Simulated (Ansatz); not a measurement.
```
Al Ni
1.0
     7.92656    0.00000    0.00000
    -3.96328    6.86460    0.00000
     0.00000    0.00000    2.53945
Al Ni
3 9
Direct
  0.33333 0.66667 0.16667
  0.00000 0.00000 0.50000
  0.66667 0.33333 0.83333
  0.33333 0.16667 0.16667
  0.00000 0.50000 0.50000
  0.66667 0.83333 0.83333
  0.83333 0.66667 0.16667
  0.50000 0.00000 0.50000
  0.16667 0.33333 0.83333
  0.83333 0.16667 0.16667
  0.50000 0.50000 0.50000
  0.16667 0.83333 0.83333
```

Space group R-3m; a structure generated by program, which may or may not match a known phase; computed without spin polarisation.

Method: Ansatz 0.2.0, DFT PBE, scalar-relativistic, plane waves, PAW.

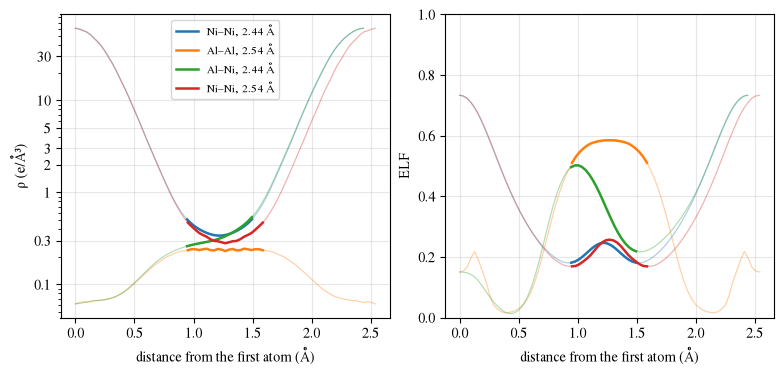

AlNi3. Valence charge density (pseudo) and ELF along straight lines between neighbouring atoms. Thin, pale parts lie inside the atomic spheres.

In a PAW calculation such maps are meaningful between the atoms, not at the nuclei.

Compare the contacts.

Ni–Ni (2.44 Å): ρ at the midpoint is about 0.34 e/Å³; the ELF is about 0.25 at the midpoint; no localised pair shows between them.
Al–Al (2.54 Å): the density is about 0.23 e/Å³ at the midpoint; the ELF reaches about 0.60 near the midpoint.
Al–Ni (2.44 Å): ρ at the midpoint is about 0.32 e/Å³; the ELF is about 0.40 at the midpoint.
Ni–Ni (2.54 Å): ρ is about 0.28 e/Å³ halfway; the ELF is about 0.25 at the midpoint: no localised pair shows between them.
